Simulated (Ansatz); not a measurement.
Run report: PbSe, geometry relaxation (part 2 of 2)

Continued. System: PbSe (slab, 8 atoms in the cell). Method: DFT PBEsol, scalar-relativistic, plane waves, PAW, no spin polarisation (Ansatz 0.2.0); cutoff 420 eV, 8×8×1 k-mesh, Gaussian smearing of 0.05 eV. It belongs to a series of runs on one base structure; here: (1 0 0) slab, atoms relaxed.

```
WARN: The output density's exchange-correlation potential varies sharply where the density is thin. Do not read a vacuum level from v_tot or v_xc, or from such a field of the output density. On a cell that repeats whose density bears no net charge and no dipole along the vacuum's axis use v_es (v_loc + v_h of the components); under efield.dipole_correction with no amplitude use v_es + v_field, which holds any external_charges[].barrier, or the levels of the report's work_function block, which leave it out; under a non-zero efield.amplitude the vacuum is tilted and has no level; on a cell that repeats and bears such a dipole with no correction it is tilted too, and efield.dipole_correction with no amplitude gives each side of its ramp a level where efield: is served; in a cell that repeats whose density bears a net charge (total_charge, or a fill off its count) it is curved and has none; of a slab under crystal.periodic whose density bears no net charge use v_es, which has a level on each side, short of where the two are joined; of another it falls or rises all the way out and has none; of a slab beside external_charges read slab_vacuum_level instead, which it has where they leave it neutral. The grid or the basis barely resolves most such structure, and the values can differ between equally converged runs; as a rule a tighter scf.convergence.dr2_threshold does not remove it. Where the density itself ripples (under the LDA too) a higher basis.ecutwfc lessens it. The files hold the spikes' plane waves up to the density's cutoff. Files: v_tot_of_output_density and the like, and their columns of v_z.tsv (output.write_potential); v_xc_of_output_density and the like, and their columns of v_comp_z.tsv (output.write_potential_components). Measured: with its Gaussian average of σ = 0.25 Å subtracted twice, the exchange-correlation potential is over 0.1 eV at 8 of the grid points where the equally averaged density (valence and model cores) is under 1e-3 e/Å³, and 0.194 eV at the most among them, at an averaged density of 9.3e-9 e/Å³. See output.write_potential in the manual, Limitations
SCF converged after 7 iterations
Free energy (F): -68720.303849 eV
Harris-Foulkes:  -68720.303849 eV  (|F-HF|=1.36e-8)
Internal energy: -68720.303849 eV  (E = F + TS)
E sigma→0 (E₀):  -68720.303849 eV
Fermi energy:    2.624803 eV
Dipole field:    D = 0.000083 V/Å  (p = 0.000205 e·Å, saw-weighted, corrected)
Work function:   Φ+ = 4.0587 eV   Φ− = 4.0607 eV
Levels:          The Fermi level and band energies are counted from a zero that moves with the ramp; work functions are not
--- Per-component energies (eV) ---
  E_band       = -2487.883760
  E_kinetic    = 1625.139998
  E_local      = -88082.363755  (includes V_loc(G=0)·N_el)
  E_nonlocal   = -962.953459
  E_hartree    = 43157.099481
  E_xc         = -1290.876701
  E_vxc        = -924.522999  (∫ρ·V_xc dr)
  E_paw        = -48486.554088  (= ΣΔE_a)
  E_vpaw       = -457.378408  (= ΣTr[D̂ρ^β])
  E_aug_tail   = -0.002240  (compensation charges beyond the density's cutoff)
  E_efield     = 0.000000  (sawtooth field / dipole correction)
  E_vefield    = 0.000000  (∫n·V_field dr)
  E_ewald      = 25315.924648
  E_core_change = 4.282268  (= ΣΔE_core)
  E_smearing   = -0.000000  (= −TS)
  E_closure    = -0.000000  (closes the sum)
  Σ components = -68720.303849   (vs F -68720.303849, Δ=0.00e0)
--- Forces (eV/Å), atoms counted from 1 ---
  atom   1  Pb    -0.00000000     0.00000000    -0.00371473
  atom   2  Se    -0.00000000     0.00000000     0.00498445
  atom   3  Pb    -0.00000000     0.00000000     0.00080542
  atom   4  Se     0.00000000     0.00000000     0.00188959
  atom   5  Pb    -0.00000000     0.00000000    -0.00089836
  atom   6  Se    -0.00000000     0.00000000    -0.00188234
  atom   7  Pb     0.00000000     0.00000000     0.00361535
  atom   8  Se    -0.00000000     0.00000000    -0.00482311
  max |Σ_I F_I| component: 2.37e-5 eV/Å
--- Band table (eV; the first three rows and the last of 15) ---
  k-point 0: bands = ["-44.9541", "-44.9541", "-44.9478", "-44.9478", "-44.9477", "-44.9477", "-44.9401", "-44.9401", "-44.9377", "-44.9377", "-44.6630", "-44.6629", "-44.6606", "-44.6605", "-44.6462", "-44.6462", "-44.6461", "-44.6461", "-44.6440", "-44.6439", "-14.4835", "-14.4695", "-14.3507", "-14.3505", "-14.3505", "-14.3504", "-14.3500", "-14.3500", "-14.3414", "-14.3300", "-14.3296", "-14.3158", "-14.3141", "-14.3106", "-14.2952", "-14.2903", "-14.2698", "-14.2698", "-14.2554", "-14.2554", "-11.1865", "-10.9275", "-10.0501", "-9.8038", "-5.1275", "-5.0443", "-4.4870", "-4.0631", "-1.9286", "-0.7663", "-0.7663", "-0.4864", "-0.4803", "-0.4803", "0.2691", "0.2691", "0.4874", "0.4874", "1.0307", "1.4566", "4.0231", "5.0841", "6.1278", "6.1334", "6.4399", "6.5220", "7.0848", "7.0848", "7.1004", "7.1004", "7.1075", "7.5907"]
  k-point 1: bands = ["-44.9541", "-44.9541", "-44.9478", "-44.9478", "-44.9477", "-44.9477", "-44.9401", "-44.9401", "-44.9377", "-44.9377", "-44.6630", "-44.6629", "-44.6606", "-44.6605", "-44.6462", "-44.6462", "-44.6461", "-44.6461", "-44.6440", "-44.6439", "-14.4750", "-14.4623", "-14.3523", "-14.3519", "-14.3506", "-14.3506", "-14.3462", "-14.3460", "-14.3390", "-14.3340", "-14.3339", "-14.3141", "-14.3117", "-14.3057", "-14.2981", "-14.2939", "-14.2714", "-14.2685", "-14.2583", "-14.2555", "-11.1078", "-10.8553", "-10.0136", "-9.7892", "-5.3485", "-5.2678", "-4.7262", "-4.3148", "-1.8612", "-0.6339", "-0.6172", "-0.3734", "-0.3504", "-0.2638", "0.3839", "0.5319", "0.5915", "0.7453", "0.9629", "1.5041", "3.9117", "5.0904", "5.6919", "6.1717", "6.2857", "6.4100", "6.4813", "6.5088", "6.5161", "6.5668", "7.0648", "7.1593"]
  k-point 2: bands = ["-44.9541", "-44.9540", "-44.9478", "-44.9478", "-44.9477", "-44.9477", "-44.9401", "-44.9401", "-44.9377", "-44.9376", "-44.6630", "-44.6629", "-44.6606", "-44.6605", "-44.6462", "-44.6462", "-44.6461", "-44.6461", "-44.6439", "-44.6438", "-14.4542", "-14.4450", "-14.3555", "-14.3554", "-14.3528", "-14.3517", "-14.3439", "-14.3431", "-14.3372", "-14.3359", "-14.3339", "-14.3168", "-14.3042", "-14.3018", "-14.3006", "-14.2932", "-14.2743", "-14.2658", "-14.2654", "-14.2563", "-10.8834", "-10.6539", "-9.9322", "-9.7778", "-5.8255", "-5.7203", "-5.2836", "-4.9005", "-1.6104", "-0.3550", "-0.2554", "0.0175", "0.0943", "0.2445", "0.6094", "0.6912", "0.8553", "1.2622", "1.3047", "1.6153", "3.6820", "4.5653", "4.7840", "5.1055", "5.3604", "5.4119", "5.5138", "5.7567", "5.9383", "5.9767", "6.3140", "6.8824"]
  k-point 14: bands = ["-44.9540", "-44.9540", "-44.9478", "-44.9478", "-44.9477", "-44.9477", "-44.9401", "-44.9401", "-44.9376", "-44.9375", "-44.6631", "-44.6630", "-44.6605", "-44.6604", "-44.6462", "-44.6462", "-44.6461", "-44.6461", "-44.6439", "-44.6438", "-14.4664", "-14.4664", "-14.4454", "-14.4454", "-14.3641", "-14.3641", "-14.3626", "-14.3626", "-14.3501", "-14.3501", "-14.2921", "-14.2921", "-14.2823", "-14.2823", "-14.2792", "-14.2792", "-14.2591", "-14.2591", "-14.2577", "-14.2577", "-9.8465", "-9.8465", "-9.5163", "-9.5163", "-5.4345", "-5.4345", "-5.1004", "-5.1003", "-2.5401", "-2.5401", "-2.2106", "-2.2106", "-1.3047", "-1.3047", "-0.9598", "-0.9598", "-0.2347", "-0.2347", "1.0340", "1.0340", "4.9693", "4.9694", "6.3391", "6.3391", "6.7954", "6.7955", "7.0999", "7.0999", "7.6689", "7.6689", "8.0806", "8.0806"]
--- Relaxed structure (4 steps of the walk, 4 accepted, 0 SCFs on fresh bases) ---
  F+E_penalty+E_count = -68720.30384853 eV   max|allowed force component| = 4.987e-3 eV/Å
  atoms:
    - { symbol: Pb, position: [3.050697517911233e-36, 0.0, 0.3158742331896654] }
    - { symbol: Se, position: [0.5, 0.5, 0.31257522748205124] }
    - { symbol: Pb, position: [0.5, 0.5, 0.4318164069558173] }
    - { symbol: Se, position: [1.6560929917321148e-36, 0.0, 0.4339358717569169] }
    - { symbol: Pb, position: [-1.1331161021885798e-36, 0.0, 0.5681839966873159] }
    - { symbol: Se, position: [0.5, 0.5, 0.5660643921720065] }
    - { symbol: Pb, position: [0.5, 0.5, 0.6841268613202109] }
    - { symbol: Se, position: [-3.225023161613231e-36, 0.0, 0.6874230104360161] }
```

Trajectory as extended XYZ (Å, eV, eV/Å), 4 frames, from step=1 to step=4
```
8
Lattice="4.3156 0.0000 0.0000 0.0000 4.3156 0.0000 0.0000 0.0000 24.1547" Properties=species:S:1:pos:R:3:forces:R:3 step=1 energy=-68720.14387
Pb    0.0000    0.0000    7.5000    0.0000   0.0000   0.4370
Se    2.1578    2.1578    7.5000    0.0000   0.0000   0.1807
Pb    2.1578    2.1578   10.5516    0.0000   0.0000  -0.3881
Se    0.0000    0.0000   10.5516    0.0000   0.0000  -0.3985
Pb    0.0000    0.0000   13.6032    0.0000   0.0000   0.3880
Se    2.1578    2.1578   13.6032    0.0000   0.0000   0.3986
Pb    2.1578    2.1578   16.6547    0.0000   0.0000  -0.4370
Se    0.0000    0.0000   16.6547    0.0000   0.0000  -0.1806
8
Lattice="4.3156 0.0000 0.0000 0.0000 4.3156 0.0000 0.0000 0.0000 24.1547" Properties=species:S:1:pos:R:3:forces:R:3 step=2 energy=-68720.29089
Pb    0.0000    0.0000    7.6939    0.0000   0.0000  -0.1268
Se    2.1578    2.1578    7.5777    0.0000   0.0000   0.0456
Pb    2.1578    2.1578   10.4768    0.0000   0.0000  -0.1254
Se    0.0000    0.0000   10.5351    0.0000   0.0000  -0.0214
Pb    0.0000    0.0000   13.6779    0.0000   0.0000   0.1240
Se    2.1578    2.1578   13.6197    0.0000   0.0000   0.0227
Pb    2.1578    2.1578   16.4608    0.0000   0.0000   0.1262
Se    0.0000    0.0000   16.5771    0.0000   0.0000  -0.0447
8
Lattice="4.3156 0.0000 0.0000 0.0000 4.3156 0.0000 0.0000 0.0000 24.1547" Properties=species:S:1:pos:R:3:forces:R:3 step=3 energy=-68720.30342
Pb    0.0000    0.0000    7.6273    0.0000   0.0000   0.0197
Se    2.1578    2.1578    7.5417    0.0000   0.0000   0.0048
Pb    2.1578    2.1578   10.4216    0.0000   0.0000   0.0214
Se    0.0000    0.0000   10.4861    0.0000   0.0000  -0.0283
Pb    0.0000    0.0000   13.7329    0.0000   0.0000  -0.0193
Se    2.1578    2.1578   13.6688    0.0000   0.0000   0.0267
Pb    2.1578    2.1578   16.5274    0.0000   0.0000  -0.0187
Se    0.0000    0.0000   16.6132    0.0000   0.0000  -0.0064
8
Lattice="4.3156 0.0000 0.0000 0.0000 4.3156 0.0000 0.0000 0.0000 24.1547" Properties=species:S:1:pos:R:3:forces:R:3 step=4 energy=-68720.30385
Pb    0.0000    0.0000    7.6299    0.0000   0.0000  -0.0037
Se    2.1578    2.1578    7.5502    0.0000   0.0000   0.0050
Pb    2.1578    2.1578   10.4304    0.0000   0.0000   0.0008
Se    0.0000    0.0000   10.4816    0.0000   0.0000   0.0019
Pb    0.0000    0.0000   13.7243    0.0000   0.0000  -0.0009
Se    2.1578    2.1578   13.6731    0.0000   0.0000  -0.0019
Pb    2.1578    2.1578   16.5249    0.0000   0.0000   0.0036
Se    0.0000    0.0000   16.6045    0.0000   0.0000  -0.0048
```

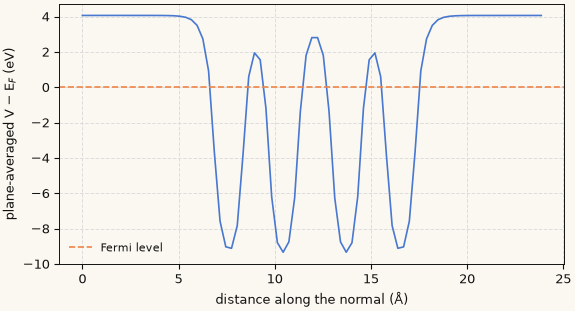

Fig. 1: Plane average of the electrostatic potential energy of an electron across the cell, from the Fermi level. The vacuum level lies 4.06 eV above the Fermi level.

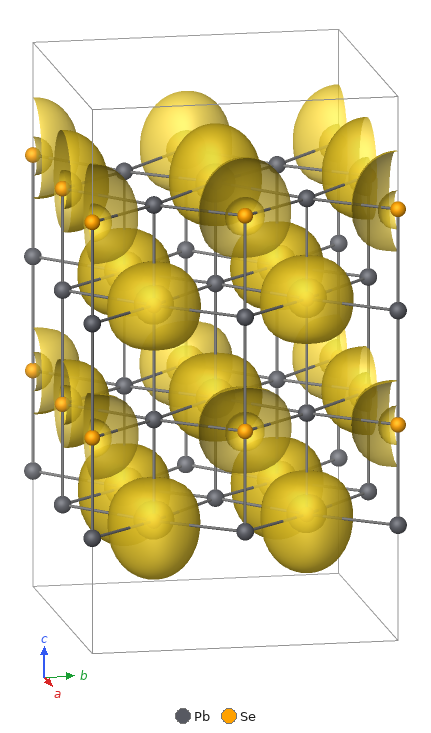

Fig. 2: Isosurface of the ELF at 0.65 (yellow), seen slightly off an axis. Only the valence region is drawn (cores and ρ < 0.01 e/Å³ removed). Sticks mark near contacts. Counts are for one cell; the picture repeats the cell along the surface. Along the contacts the grid gives the following. Pb–Se (2.85 Å): the ELF peaks at about 0.80 in the valence shell of Se, 0.9 Å from its nucleus, and drops to about 0.25 between the two atoms. Pb–Se (3.05 Å): the ELF peaks at about 0.80 in the valence shell of Se, 0.8 Å from its nucleus, and drops to about 0.25 between the two atoms. Core electrons are frozen (PAW), so the fields are smoothed inside the atomic spheres.

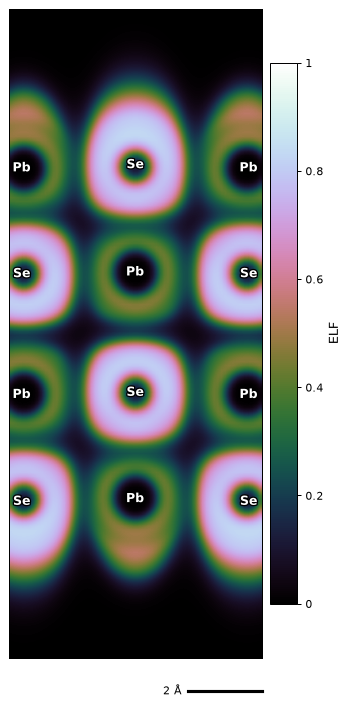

Fig. 3: ELF on the (110) plane of the calculation cell, a cut from vacuum to vacuum. The section cuts through Pb and Se sites. Pb–Se (2.85 Å): the ELF peaks at about 0.80 in the valence shell of Se, 0.9 Å from its nucleus, and drops to about 0.25 between the two atoms. Pb–Se (3.05 Å): the ELF peaks at about 0.80 in the valence shell of Se, 0.8 Å from its nucleus, and drops to about 0.25 between the two atoms. Pb–Se (3.24 Å): the ELF peaks at about 0.80 in the valence shell of Se, 0.9 Å from its nucleus, and drops to about 0.20 between the two atoms.

This output came from the following input.

Input file
```yaml
crystal:
  lattice:
    - [4.3155822494, 0.0, 0.0]
    - [0.0, 4.3155822494, 0.0]
    - [0.0, 0.0, 24.1547324201]
  atoms:
    - { symbol: Pb, position: [0.0, 0.0, 0.3104981612] }
    - { symbol: Se, position: [0.5, 0.5, 0.3104981612] }
    - { symbol: Pb, position: [0.5, 0.5, 0.4368327204] }
    - { symbol: Se, position: [0.0, 0.0, 0.4368327204] }
    - { symbol: Pb, position: [0.0, 0.0, 0.5631672796] }
    - { symbol: Se, position: [0.5, 0.5, 0.5631672796] }
    - { symbol: Pb, position: [0.5, 0.5, 0.6895018388] }
    - { symbol: Se, position: [0.0, 0.0, 0.6895018388] }
basis:
  ecutwfc: 420
kpoints:
  mp_grid: { grid: [8, 8, 1] }
hamiltonian:
  xc: pbesol
scf:
  occupations: { method: gaussian, width: 0.05 }
output:
  forces: true
  eigenvalues: true
  write_density: true
  write_potential: true
  elf: true
  volumetric_format: npy
relax:
  adjacent_minimum: "off"
  f_tol: 0.02
  max_steps: 60
efield:
  axis: 3
  dipole_correction: true
  ramp_width: 0.04
```

Command:
```bash
ansatz run input.yaml --threads 2 --pin off --max-ram 4096MiB --backend cpu --events-out ev --progress --plain --runs-dir out
```

Key numbers

- outcome: converged
- electrons treated: 120
- free energy: −68720.3038 eV
- work function, top face: 4.06 eV
- work function, bottom face: 4.06 eV
- Fermi energy: 2.625 eV
- gap on the k-point mesh: 1.10 eV
- final volume: 449.86 Å³
- work function (upper face): 4.06 eV
- largest force (length of the vector) at the end: 0.005 eV/Å
- hardware: 2 threads of Intel Xeon (Sapphire Rapids), 64 GiB of memory available, shared host
- wall time: 91 s (CPU time 3 min)
- peak memory: 0.91 GiB

Remarks

The program warns: the exchange-correlation potential is rough where the density is thin. Spin–orbit coupling is left out, which matters for Pb.
